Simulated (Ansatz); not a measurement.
```
N Cl O
1.0
    -3.56455    0.00182   -0.10724
    -0.00274   -5.23229    0.00658
     0.26337    0.00803    5.78815
N Cl O
2 2 2
Direct
  0.05695 0.21880 0.84425
  0.94305 0.71885 0.15575
  0.50252 0.90266 0.77586
  0.49746 0.40273 0.22414
  0.04196 0.36986 0.70802
  0.95805 0.86996 0.29198
```

Space group P2₁; a structure from a database of computed crystals, not necessarily the ambient phase; started from the AlClO-59 prototype, which need not be the ambient phase; changed on purpose from its base cell (shaken).

Computed with Ansatz, DFT, PBEsol, plane waves, PAW.

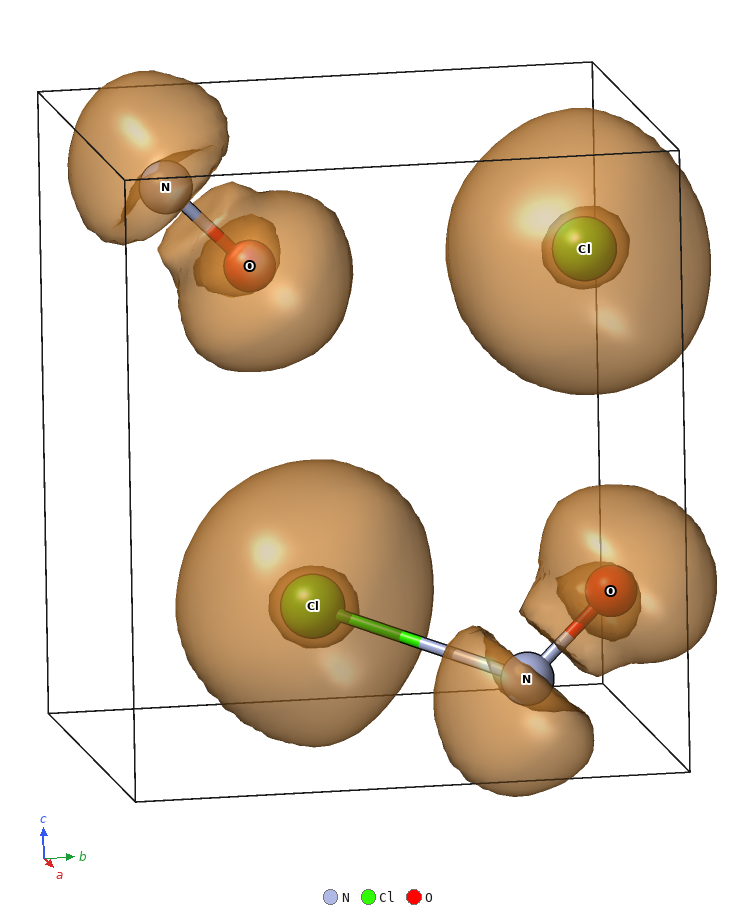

NClO. Isosurface of the electron localisation function at 0.7 (orange), seen slightly off an axis. Core shells and regions of very low density are left out. Sticks mark near contacts.

Core electrons are frozen (PAW), and the valence fields are smoothed inside the atomic spheres.

Identify the bonds, lone pairs and shells in this picture.

Answer. The ELF exceeds this value in two regions on O in which the atom's valence shell and bonds are merged, two lobes on N, pointing away from the bonds (lone pairs) and two regions wrapped around Cl (the valence shell of each), counted in one cell of 6 atoms. Any copies at cell faces, edges or corners count once. Profiles from the grid: N–O (1.12 Å): the ELF peaks at about 0.80 between the atoms (inside overlapping PAW spheres, so only a guide); a short, multiple covalent bond. N–Cl (2.35 Å): the ELF peaks at about 0.85 in the valence shell of N, 0.6 Å from its nucleus, and drops to about 0.30 between the two atoms.

Does the calculation make it a metal, or give it a gap?

Answer. It is gapped, with a Kohn–Sham gap of 1.6 eV on the k-point mesh, an upper bound to the gap of this method.
